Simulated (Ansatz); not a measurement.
Consider Sn (slab).

The calculation's input:

```
crystal:
  lattice:
    - [4.6405182983, 0.0, 0.0]
    - [-2.3202591491, 4.0188067331, 0.0]
    - [0.0, 0.0, 16.3626731831]
  atoms:
    - { symbol: Sn, position: [0.3333333333, 0.6666666667, 0.2971808536] }
    - { symbol: Sn, position: [0.6666666667, 0.3333333333, 0.2444588335] }
basis:
  ecutwfc: 420
kpoints:
  mp_grid: { grid: [6, 6, 1] }
hamiltonian:
  xc: pbe
  dispersion: d3bj
scf:
  occupations: { method: gaussian, width: 0.1 }
output:
  forces: true
  eigenvalues: true
  write_density: true
  write_potential: true
  elf: true
  volumetric_format: npy
efield:
  axis: 3
  dipole_correction: true
  ramp_width: 0.04
```

Launched as:

```sh
ansatz run input.yaml --threads 1 --pin off --max-ram 3072MiB --backend cpu --events-out ev --progress --plain --runs-dir out
```

Theory: Ansatz, DFT PBE+D3(BJ), scalar-relativistic, plane waves, PAW.

> Predict the valence pseudo-density and electron localisation function between the atoms.

Sn–Sn (2.81 Å): the density is about 0.36 e/Å³ at the midpoint; the ELF peaks at about 0.60 between the atoms.

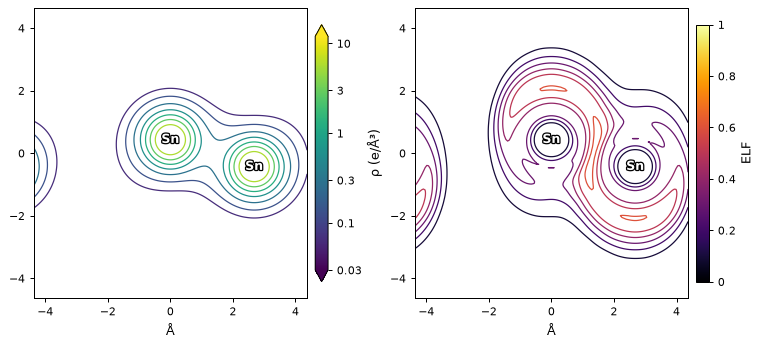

Computed valence pseudo-density and electron localisation function on the (110) plane of the calculation cell, a cut from vacuum to vacuum, in this order. 

In a PAW calculation such maps are meaningful between the atoms, not at the nuclei.
